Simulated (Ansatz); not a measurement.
## SiO$_{2}$: geometry relaxation (part 2 of 2)

SiO$_{2}$ (12 atoms in the cell); DFT LDA, scalar-relativistic, plane waves, PAW, no spin polarisation (Ansatz 0.2.0); cutoff 420 eV, 6×6×6 k-mesh, Gaussian smearing of 0.02 eV. The structure derives from a Materials Project entry. It belongs to a series of runs on one base structure; here: shear of c along a, cell held, atoms relaxed: +4.0 %.

Geometry of the input (Å; fractional positions):
```
-4.4553  4.4553  2.6074
4.4553  -4.4553  2.6074
4.2907  4.6200  -2.5110
Si 0.1739  0.1830  0.3538
Si 0.8275  0.1813  0.0090
Si 0.1725  0.8187  -0.0090
Si 0.8261  0.8170  0.6462
O  0.5000  0.5000  0.5000
O  0.0000  0.5000  -0.0000
O  0.5000  0.0000  0.0000
O  -0.0000  -0.0000  0.5000
O  0.0011  0.2279  0.2268
O  0.8086  -0.0015  0.8101
O  0.1914  0.0015  0.1899
O  -0.0011  0.7721  0.7732
```

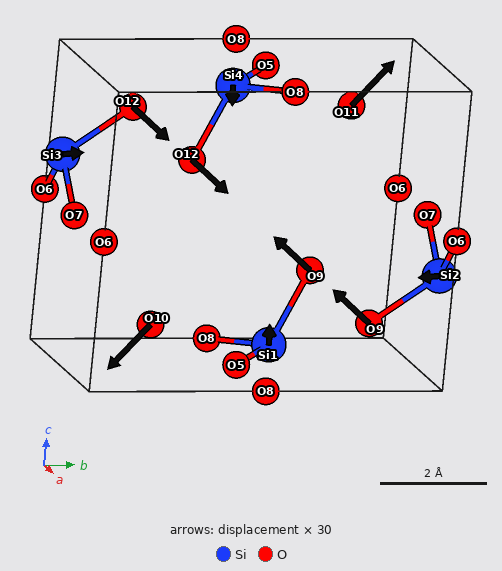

**Figure 1.** The starting structure with the displacements as black arrows, magnified 30 times (ball-and-stick view of the cell of the calculation, set on other vectors, seen slightly off an axis). The largest moves, 0.040 Å, are those of O10 and O11. By element the largest moves are O 0.040 Å, Si 0.015 Å. The lattice vectors keep their values. Distances before and after: Si1–O11 1.595 → 1.602 Å. Among the angles that change: Si1–O11–Si3 168.5° → 170.7°. The space group stays P-1 (No. 2). The energy falls by 0.6 meV per atom in 4 geometry steps. Largest force component: 0.27 eV/Å at the start, 0.0003 eV/Å at the end. (Atoms are counted from 1 in the order of the input.)

```
SCF converged after 5 iterations
Free energy (F): -6890.559676 eV
Harris-Foulkes:  -6890.559676 eV  (|F-HF|=1.76e-8)
Internal energy: -6890.559676 eV  (E = F + TS)
E sigma→0 (E₀):  -6890.559676 eV
Fermi energy:    2.389219 eV
--- Per-component energies (eV) ---
  E_band       = -466.430532
  E_kinetic    = 1603.231163
  E_local      = -5466.376595  (includes V_loc(G=0)·N_el)
  E_nonlocal   = 501.978925
  E_hartree    = 2076.140460
  E_xc         = -801.775971
  E_vxc        = -938.169948  (∫ρ·V_xc dr)
  E_paw        = -3133.424617  (= ΣΔE_a)
  E_vpaw       = -319.401798  (= ΣTr[D̂ρ^β])
  E_aug_tail   = 0.021432  (compensation charges beyond the density's cutoff)
  E_ewald      = -1671.467169
  E_core_change = 1.112695  (= ΣΔE_core)
  E_smearing   = -0.000000  (= −TS)
  E_closure    = 0.000000  (closes the sum)
  Σ components = -6890.559676   (vs F -6890.559676, Δ=0.00e0)
--- Forces (eV/Å), atoms counted from 1 ---
  atom   1  Si    -0.00025095    -0.00021484     0.00013974
  atom   2  Si    -0.00030008     0.00029133     0.00000916
  atom   3  Si     0.00030008    -0.00029133    -0.00000916
  atom   4  Si     0.00025095     0.00021484    -0.00013974
  atom   5  O      0.00000000     0.00000000     0.00000000
  atom   6  O      0.00000000     0.00000000     0.00000000
  atom   7  O      0.00000000     0.00000000     0.00000000
  atom   8  O      0.00000000     0.00000000     0.00000000
  atom   9  O     -0.00013726    -0.00024668    -0.00012804
  atom  10  O      0.00029856    -0.00020094     0.00005284
  atom  11  O     -0.00029856     0.00020094    -0.00005284
  atom  12  O      0.00013726     0.00024668     0.00012804
  max |Σ_I F_I| component: 5.42e-20 eV/Å
--- Stress (GPa, compression-positive) ---
       -0.538641      -0.013449      -0.488229
       -0.013449      -1.555369      -0.537272
       -0.488229      -0.537272      -0.904236
  P = ⅓ Tr σ = -0.9994 GPa (-9.994 kbar)
--- Band table (eV; the first three rows and the last of 112) ---
  k-point 0: bands = ["-19.5311", "-18.6360", "-18.0714", "-18.0677", "-17.4649", "-17.4188", "-17.4027", "-17.3725", "-9.3317", "-9.2629", "-7.7211", "-6.3254", "-6.2426", "-6.0341", "-5.7884", "-5.7119", "-3.6789", "-3.1439", "-3.0667", "-2.9239", "-2.4323", "-2.3650", "-2.3551", "-2.2827", "-2.2529", "-1.8196", "-1.6994", "-1.4635", "-1.1680", "-0.9453", "-0.3095", "-0.2808", "5.0533", "7.9331", "8.2010", "8.3953", "8.8797", "9.0963", "9.1119", "9.5307", "9.8077", "10.0537", "10.7775", "10.8544"]
  k-point 1: bands = ["-19.4951", "-18.7452", "-18.0664", "-18.0009", "-17.4545", "-17.4197", "-17.4022", "-17.3746", "-9.4040", "-9.2816", "-7.5669", "-6.2971", "-6.2548", "-6.0422", "-5.8264", "-5.7501", "-3.6693", "-3.1078", "-3.0231", "-2.9098", "-2.4964", "-2.4408", "-2.4107", "-2.3606", "-2.2137", "-1.8736", "-1.5678", "-1.5338", "-1.0054", "-0.8949", "-0.3734", "-0.3237", "5.2207", "7.7949", "8.1293", "8.4537", "8.7684", "9.1295", "9.2463", "9.5439", "9.6131", "9.9785", "10.5700", "10.8333"]
  k-point 2: bands = ["-19.3945", "-18.9524", "-18.0620", "-17.9048", "-17.4318", "-17.4217", "-17.3994", "-17.3785", "-9.5649", "-9.2697", "-7.2642", "-6.3386", "-6.1942", "-6.0300", "-5.9281", "-5.8419", "-3.6398", "-3.0102", "-2.9185", "-2.8720", "-2.6367", "-2.5814", "-2.5387", "-2.4957", "-2.1536", "-1.9510", "-1.6339", "-1.2649", "-0.7886", "-0.7671", "-0.5645", "-0.4212", "5.6799", "7.1755", "8.1784", "8.5241", "8.8238", "9.2275", "9.2993", "9.4647", "9.5647", "9.8999", "10.0452", "10.5286"]
  k-point 111: bands = ["-19.0938", "-19.0854", "-18.6882", "-17.4220", "-17.4159", "-17.4132", "-17.3995", "-17.3746", "-10.3618", "-8.2328", "-7.0451", "-6.6779", "-6.2559", "-6.0558", "-6.0497", "-5.7415", "-3.6842", "-3.3459", "-3.0070", "-2.8649", "-2.6933", "-2.6414", "-2.5767", "-2.1054", "-2.0281", "-1.8786", "-1.7304", "-1.3072", "-1.3008", "-0.4877", "-0.2847", "-0.2748", "7.2058", "7.2297", "7.2671", "7.7036", "8.1223", "8.3403", "8.7818", "9.1352", "9.6250", "9.9938", "10.2459", "11.1910"]
--- Relaxed structure (5 steps of the walk, 5 accepted, 0 SCFs on fresh bases) ---
  F+E_penalty+E_count = -6890.55967647 eV   max|allowed force component| = 3.001e-4 eV/Å
  atoms:
    - { symbol: Si, position: [0.1733113727678076, 0.18463218130015413, 0.3537794962223739] }
    - { symbol: Si, position: [0.8285957566126825, 0.1823297913822136, 0.01132027680564024] }
    - { symbol: Si, position: [0.17140424338731763, 0.8176702086177865, -0.01132027680564024] }
    - { symbol: Si, position: [0.8266886272321923, 0.8153678186998459, 0.6462205037776259] }
    - { symbol: O, position: [0.5, 0.5, 0.49999999999999994] }
    - { symbol: O, position: [0.0, 0.5, 0.0] }
    - { symbol: O, position: [0.5, 2.7755575615628914e-17, 0.0] }
    - { symbol: O, position: [0.0, 0.0, 0.49999999999999994] }
    - { symbol: O, position: [0.001342793772863624, 0.232020946132912, 0.23061658809706231] }
    - { symbol: O, position: [0.812390901553305, -0.002085954144578045, 0.8144921145170436] }
    - { symbol: O, position: [0.1876090984466949, 0.0020859541445779725, 0.18550788548295605] }
    - { symbol: O, position: [-0.0013427937728636274, 0.767979053867088, 0.7693834119029377] }
```

## Trajectory as extended XYZ (Å, eV, eV/Å), 5 frames, from step=1 to step=5
```
12
Lattice="-4.4553 4.4553 2.6074 4.4553 -4.4553 2.6074 4.2907 4.6200 -2.5110" Properties=species:S:1:pos:R:3:forces:R:3 step=1 energy=-6890.55270
Si    1.5582    1.5942    0.0423    0.2702  -0.1893   0.1411
Si   -2.8405    2.9210    2.6076    0.2586   0.2073  -0.0035
Si    2.8405   -2.9210    2.6071   -0.2586  -0.2073   0.0035
Si    2.7324    3.0258    2.6615   -0.2702   0.1893  -0.1411
O     2.1453    2.3100    1.3519    0.0000   0.0000   0.0000
O     2.2277   -2.2277    1.3037    0.0000   0.0000   0.0000
O    -2.2277    2.2277    1.3037    0.0000   0.0000   0.0000
O     2.1453    2.3100   -1.2555    0.0000   0.0000   0.0000
O     1.9836    0.0372    0.0275   -0.0563  -0.0098  -0.0012
O    -0.1333    7.3520    0.0701    0.0058  -0.0250  -0.0033
O    -0.0313    1.7234    0.0262   -0.0058   0.0250   0.0033
O     6.7624    0.1275    0.0689    0.0563   0.0098   0.0012
12
Lattice="-4.4553 4.4553 2.6074 4.4553 -4.4553 2.6074 4.2907 4.6200 -2.5110" Properties=species:S:1:pos:R:3:forces:R:3 step=2 energy=-6890.55604
Si    1.5608    1.5920    0.0433    0.1586  -0.1089   0.0842
Si   -2.8380    2.9233    2.6075    0.1515   0.1205  -0.0018
Si    2.8380   -2.9233    2.6072   -0.1515  -0.1205   0.0018
Si    2.7299    3.0280    2.6604   -0.1586   0.1089  -0.0842
O     2.1453    2.3100    1.3519    0.0000   0.0000   0.0000
O     2.2277   -2.2277    1.3037    0.0000   0.0000   0.0000
O    -2.2277    2.2277    1.3037    0.0000   0.0000   0.0000
O     2.1453    2.3100   -1.2555    0.0000   0.0000   0.0000
O     1.9874    0.0372    0.0280   -0.0251  -0.0055   0.0003
O    -0.1334    7.3556    0.0692    0.0029  -0.0005  -0.0026
O    -0.0313    1.7198    0.0271   -0.0029   0.0005   0.0026
O     6.7586    0.1275    0.0683    0.0251   0.0055  -0.0003
12
Lattice="-4.4553 4.4553 2.6074 4.4553 -4.4553 2.6074 4.2907 4.6200 -2.5110" Properties=species:S:1:pos:R:3:forces:R:3 step=3 energy=-6890.55834
Si    1.5652    1.5881    0.0450   -0.0229   0.0255  -0.0059
Si   -2.8338    2.9274    2.6074   -0.0219  -0.0258  -0.0010
Si    2.8338   -2.9274    2.6073    0.0219   0.0258   0.0010
Si    2.7255    3.0319    2.6587    0.0229  -0.0255   0.0059
O     2.1453    2.3100    1.3519    0.0000   0.0000   0.0000
O     2.2277   -2.2277    1.3037    0.0000   0.0000   0.0000
O    -2.2277    2.2277    1.3037    0.0000   0.0000   0.0000
O     2.1453    2.3100   -1.2555    0.0000   0.0000   0.0000
O     1.9950    0.0373    0.0290    0.0266   0.0000   0.0024
O    -0.1335    7.3633    0.0677   -0.0001   0.0379  -0.0009
O    -0.0311    1.7120    0.0287    0.0001  -0.0379   0.0009
O     6.7510    0.1274    0.0674   -0.0266   0.0000  -0.0024
12
Lattice="-4.4553 4.4553 2.6074 4.4553 -4.4553 2.6074 4.2907 4.6200 -2.5110" Properties=species:S:1:pos:R:3:forces:R:3 step=4 energy=-6890.55965
Si    1.5687    1.5835    0.0450    0.0026   0.0049  -0.0005
Si   -2.8304    2.9322    2.6074    0.0033  -0.0049   0.0017
Si    2.8304   -2.9322    2.6073   -0.0033   0.0049  -0.0017
Si    2.7219    3.0365    2.6588   -0.0026  -0.0049   0.0005
O     2.1453    2.3100    1.3519    0.0000   0.0000   0.0000
O     2.2277   -2.2277    1.3037    0.0000   0.0000   0.0000
O    -2.2277    2.2277    1.3037    0.0000   0.0000   0.0000
O     2.1453    2.3100   -1.2555    0.0000   0.0000   0.0000
O     2.0200    0.0377    0.0295   -0.0100   0.0001  -0.0008
O    -0.1341    7.3937    0.0677   -0.0008   0.0040  -0.0005
O    -0.0306    1.6816    0.0287    0.0008  -0.0040   0.0005
O     6.7259    0.1269    0.0669    0.0100  -0.0001   0.0008
12
Lattice="-4.4553 4.4553 2.6074 4.4553 -4.4553 2.6074 4.2907 4.6200 -2.5110" Properties=species:S:1:pos:R:3:forces:R:3 step=5 energy=-6890.55968
Si    1.5684    1.5840    0.0450   -0.0003  -0.0002   0.0001
Si   -2.8308    2.9316    2.6074   -0.0003   0.0003   0.0000
Si    2.8308   -2.9316    2.6073    0.0003  -0.0003   0.0000
Si    2.7223    3.0360    2.6588    0.0003   0.0002  -0.0001
O     2.1453    2.3100    1.3519    0.0000   0.0000   0.0000
O     2.2277   -2.2277    1.3037    0.0000   0.0000   0.0000
O    -2.2277    2.2277    1.3037    0.0000   0.0000   0.0000
O     2.1453    2.3100   -1.2555    0.0000   0.0000   0.0000
O     2.0172    0.0377    0.0294   -0.0001  -0.0002  -0.0001
O    -0.1341    7.3917    0.0676    0.0003  -0.0002   0.0001
O    -0.0306    1.6836    0.0288   -0.0003   0.0002  -0.0001
O     6.7287    0.1270    0.0670    0.0001   0.0002   0.0001
```

## Results in brief

```tsv
quantity	value
outcome	converged
space group (tolerance 0.01 Å)	P-1 (2)
electrons treated	64
free energy	−6890.5597 eV
Fermi energy	2.389 eV
gap on the k-point mesh	5.33 eV
pressure	−1.00 GPa
final volume	207.02 Å³
largest force (length of the vector) at the end	under 0.001 eV/Å
final cell	a = 6.819 Å, b = 6.819 Å, c = 6.787 Å, α = 99.97°, β = 96.30°, γ = 135.04°
wall time	85 s (CPU time 2.8 min)
peak memory	0.96 GiB
```

The program warns: the SCF threshold is looser than advised for the printed stress.
